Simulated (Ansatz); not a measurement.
**Run report: AlN, single-point calculation**

- system: AlN (F-43m, 2 atoms in the cell)
- method: DFT, PBEsol, PAW with Ansatz's default frozen-core files, scalar-relativistic, no spin polarisation (Ansatz 0.2.0)

Its volume is 0.64 times that of the source entry. It belongs to a series of runs on one base structure; here: volume scaled by 0.64, PAW files. Figures and captions count atoms from 1; the log counts them from 0 in places.

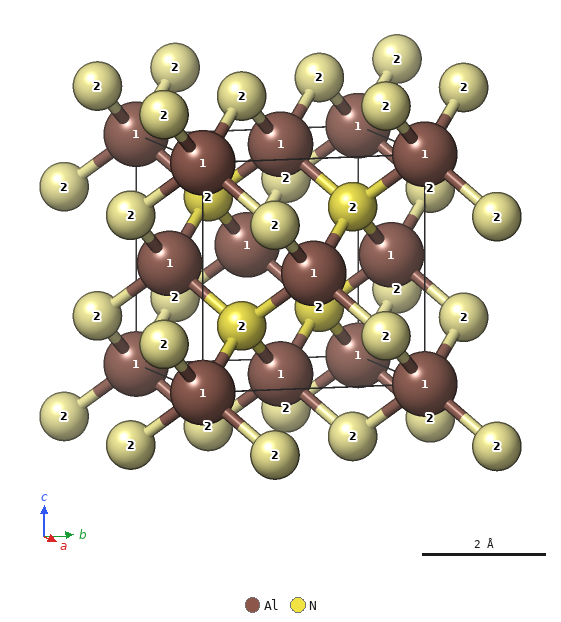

Fig. 1: The input geometry (ball-and-stick view of the cell 4 times as large as that of the calculation, set on its symmetry axes, seen slightly off an axis; neighbours outside the cell are drawn fainter; atoms are numbered from 1 in the order of the input). An atom can appear more than once, as a periodic image. Near neighbours in the periodic cell (some may lie outside the picture): Al has 4 N at 1.63 Å; N has 4 Al at 1.63 Å.

**Results in brief**

| quantity | value |
| --- | --- |
| outcome | converged |
| space group (tolerance 0.01 Å) | F-43m (216) |
| electrons treated | 8 |
| free energy | −902.4871 eV |
| Fermi energy | 14.239 eV |
| gap on the k-point mesh | 3.35 eV |
| pressure | 207.38 GPa |
| largest force (length of the vector) | under 0.001 eV/Å |
| hardware | 1 thread of Arm Neoverse V1, 112 GiB of memory available, shared host |
| wall time | 2.7 s |
| peak memory | 0.27 GiB |

**Notes**

The cell is under a pressure of 207 GPa at this level, so it is not at its equilibrium volume.

**Input**
```yaml
crystal:
  lattice:
    - [0.0, 1.8862471766, 1.8862471766]
    - [1.8862471766, 0.0, 1.8862471766]
    - [1.8862471766, 1.8862471766, 0.0]
  atoms:
    - { symbol: Al, position: [0.0, 0.0, 0.0] }
    - { symbol: "N", position: [0.25, 0.25, 0.25] }
kpoints:
  mp_grid: { grid: [15, 15, 15] }
scf:
  occupations: { method: fermi_dirac, width: 0.08 }
hamiltonian:
  xc: pbesol
  pseudopotentials: { kind: paw }
output:
  forces: true
  stress: true
  eigenvalues: true
  populations: true
  write_density: true
  write_potential: true
  elf: true
  volumetric_format: npy
```

Launched with:
```bash
ansatz run input.yaml --threads 1 --pin off --max-ram 2048MiB --backend cpu --events-out ev --progress --plain --runs-dir out
```

**Log**
```
Engine: ansatz 0.2.0, aarch64-unknown-linux-gnu
Pseudopotentials: kind: paw
Pseudopotential: Al, paw, valence charge 3, recommended cutoff 420 eV (normal), Al.paw.azcp
Pseudopotential: N, paw, valence charge 5, recommended cutoff 420 eV (normal), N.paw.azcp
Functional definition: PBEsol
  exchange = pbesol_x
  correlation = pbesol_c
Crystal: 2 atoms, lattice volume = 13.422 Å³
Basis set: ecut = 420 eV, 259 PW (Γ), exchange–correlation on 36×36×36 points (8 copies of the dense FFT grid, shifted against one another)
Bands: 8, of which v1, the nominal top of the filled ones, is band 4 counted from 1 (3 counted from 0)
Symmetry: 24 space group operations
Space group: F-43m (ITA 216), of the structure as read, at distance tolerance 2.4e-5 Å
k-points: 120 of 3375 (time reversal used)
Non-local potential: Al, projectors of the file, l = 0: 2, l = 1: 2, l = 2: 1
Non-local potential: N, projectors of the file, l = 0: 2, l = 1: 2, l = 2: 1
PAW form: soft (Blöchl's): semilocal exchange-correlation on the pseudo side does not see the compensation charge
PAW frozen core: Al, regenerated for the run's functional, and the local potential with it (the file was generated under x = pbe(κ = 0.804, μ = 0.2195149727645171), c = pbe(β = 0.06672455060314922))
PAW frozen core: N, regenerated for the run's functional, and the local potential with it (the file was generated under x = pbe(κ = 0.804, μ = 0.2195149727645171), c = pbe(β = 0.06672455060314922))
PAW one-centre angular grid: Al, 110 points (default); XC on 64 Gauss nodes
PAW one-centre angular grid: N, 110 points (default); XC on 64 Gauss nodes
Initial density: superposition of atomic densities (neutral atoms: chi_scale 0, normalization atom), corrected by the library's trained network
Initial wavefunctions: pseudopotential atomic-orbital guess
Functional: x = pbesol(κ = 0.804, μ = 0.12345679012345678), c = pbesol(β = 0.046)
SCF iter   1: F=—  HF=-902.511529 eV  |F-HF|=—  |Δ(HF+E_count)|=         —  Δρ=2.42e-2  dr2=6.75e-2  ethr=1.77e-3  ⟨swp⟩=5.5  Hψ=7408  notcnv=0
preconditioner: auto → none  [insulator: Δε(μ)=3.055 eV  Ē_g=19.898 eV  σ=0.080 eV  W_gap=1.00  n_scr=0 (ndim 8)  ℏωp=28.7 eV  f_vac=0.000  D(μ)=0.00/eV (n_scr^D=0)  ε∞_Penn≈3.1]
SCF iter   2: F=—  HF=-902.488083 eV  |F-HF|=—  |Δ(HF+E_count)|=   2.34e-2  Δρ=5.93e-3  dr2=2.19e-3  ethr=8.43e-4  ⟨swp⟩=2.6  Hψ=2587  notcnv=0
SCF iter   3: F=—  HF=-902.487326 eV  |F-HF|=—  |Δ(HF+E_count)|=   7.57e-4  Δρ=2.39e-3  dr2=3.32e-4  ethr=2.73e-5  ⟨swp⟩=2.1  Hψ=1418  notcnv=0
SCF iter   4: F=—  HF=-902.487195 eV  |F-HF|=—  |Δ(HF+E_count)|=   1.30e-4  Δρ=8.60e-5  dr2=4.99e-7  ethr=4.14e-6  ⟨swp⟩=1.0  Hψ=960  notcnv=0
SCF iter   5: F=—  HF=-902.487113 eV  |F-HF|=—  |Δ(HF+E_count)|=   8.20e-5  Δρ=1.59e-5  dr2=6.91e-9  ethr=6.24e-9  ⟨swp⟩=2.0  Hψ=1440  notcnv=0
SCF iter   6: F=-902.487113 eV  HF=-902.487113 eV  |F-HF|=2.60e-11  |Δ(HF+E_count)|=   3.99e-9  Δρ=1.28e-6  dr2=8.75e-11  ethr=8.64e-11  ⟨swp⟩=5.5  Hψ=5194  notcnv=0
SCF 1 converged in 6 iterations: F = -902.487113 eV  dr2 = 8.75e-11
  greatest PAW one-centre occupation: 0.833 electrons in one spin orbital (limit 2), on the N atom at site 1 (counted from 0), in its partial waves of l = 0
```

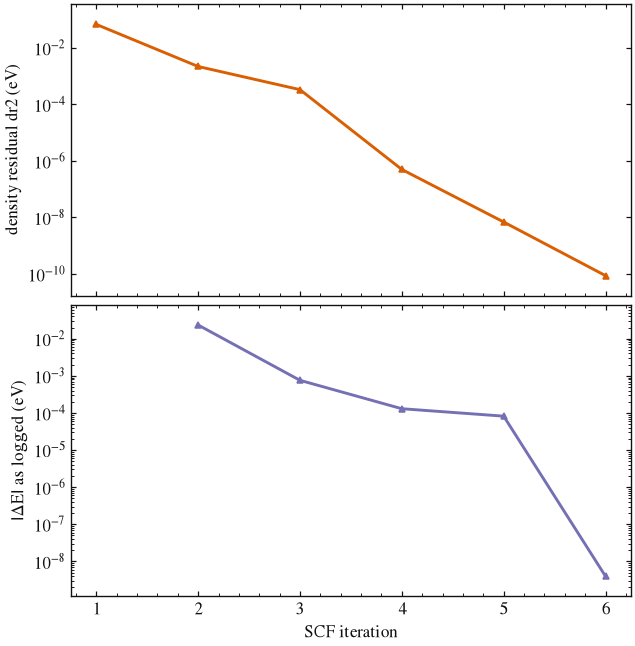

Fig. 2: Convergence of the self-consistent field: density residual dr2 and size of the energy change against the SCF iteration. The residual falls at every step.

```
SCF converged after 6 iterations
Free energy (F): -902.487113 eV
Harris-Foulkes:  -902.487113 eV  (|F-HF|=2.60e-11)
Internal energy: -902.487113 eV  (E = F + TS)
E sigma→0 (E₀):  -902.487113 eV
Fermi energy:    14.239076 eV
--- Per-component energies (eV) ---
  E_band       = 52.160518
  E_kinetic    = 182.577566
  E_local      = -180.534085  (includes V_loc(G=0)·N_el)
  E_nonlocal   = 62.672055
  E_hartree    = 65.186782
  E_xc         = -107.059221
  E_vxc        = -115.378109  (∫ρ·V_xc dr)
  E_paw        = -581.954777  (= ΣΔE_a)
  E_vpaw       = -27.550465  (= ΣTr[D̂ρ^β])
  E_aug_tail   = 0.000112  (compensation charges beyond the density's cutoff)
  E_ewald      = -343.422783
  E_core_change = 0.047238  (= ΣΔE_core)
  E_smearing   = -0.000000  (= −TS)
  E_closure    = 0.000000  (closes the sum)
  Σ components = -902.487113   (vs F -902.487113, Δ=0.00e0)
--- Forces (eV/Å), atoms counted from 1 ---
  atom   1  Al     0.00000000    -0.00000000     0.00000000
  atom   2  N      0.00000000     0.00000000     0.00000000
  max |Σ_I F_I| component: 3.70e-16 eV/Å
--- Stress (GPa, compression-positive) ---
      207.375857       0.000000      -0.000000
        0.000000     207.375857       0.000000
       -0.000000       0.000000     207.375857
  P = ⅓ Tr σ = 207.3759 GPa (2073.759 kbar)
--- Band table (eV; the first three rows and the last of 120) ---
  k-point 0: bands = ["-5.4461", "12.4337", "12.4337", "12.4337", "21.0472", "29.8658", "29.8658", "29.8658"]
  k-point 1: bands = ["-5.3415", "12.0254", "12.4106", "12.4106", "21.3178", "29.6388", "29.9533", "29.9533"]
  k-point 2: bands = ["-5.0319", "10.9711", "12.3485", "12.3485", "21.9467", "29.0500", "29.8872", "29.8872"]
  k-point 119: bands = ["-0.4804", "7.1204", "7.9963", "9.0819", "19.4205", "26.5183", "28.9245", "31.8404"]
--- Löwdin populations: 2 sites ---
  site symbol       q [e]
     0     Al      1.7284
     1      N      6.1874
  spilling = 0.010523 (of n_electrons = 8.000000)
```

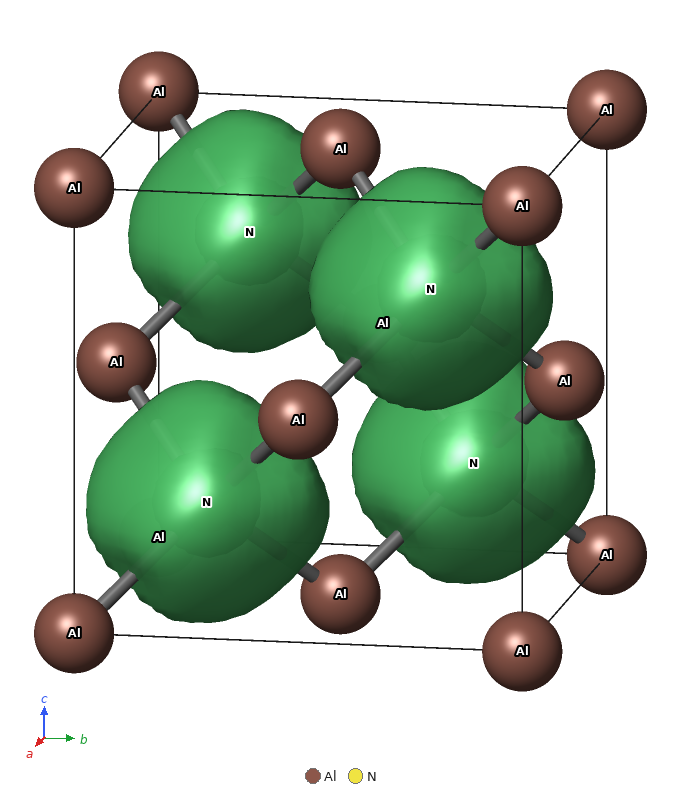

Fig. 3: Isosurface of the ELF at 0.7 (green), seen slightly off an axis. Core shells and regions of very low density are left out. Sticks mark near contacts. The outline is the cell set on symmetry axes. Along the contacts the grid gives the following. Al–N (1.63 Å): the ELF is about 0.85 at the midpoint. The fields are those of the smooth PAW valence density.

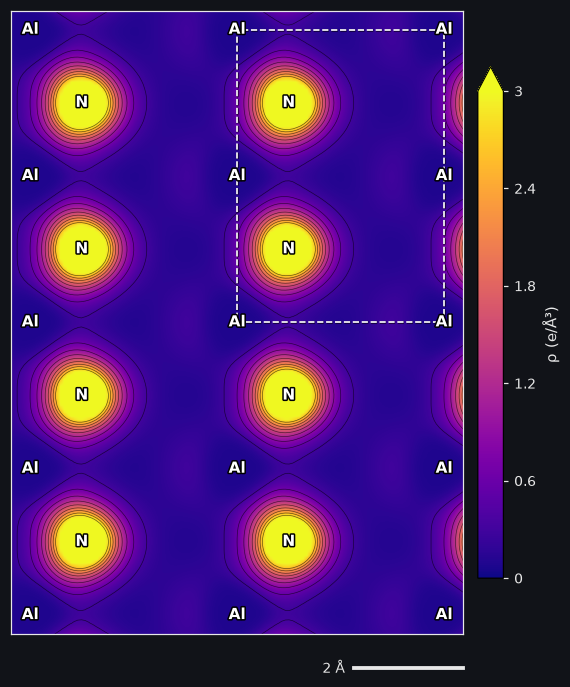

Fig. 4: Valence charge density (pseudo) on the (101) plane of the conventional cell. The section cuts through Al and N sites. Al–N (1.63 Å): ρ at the midpoint is about 1 e/Å³. Away from the nuclei the density in this plane falls to 0.11 e/Å³ at its lowest.
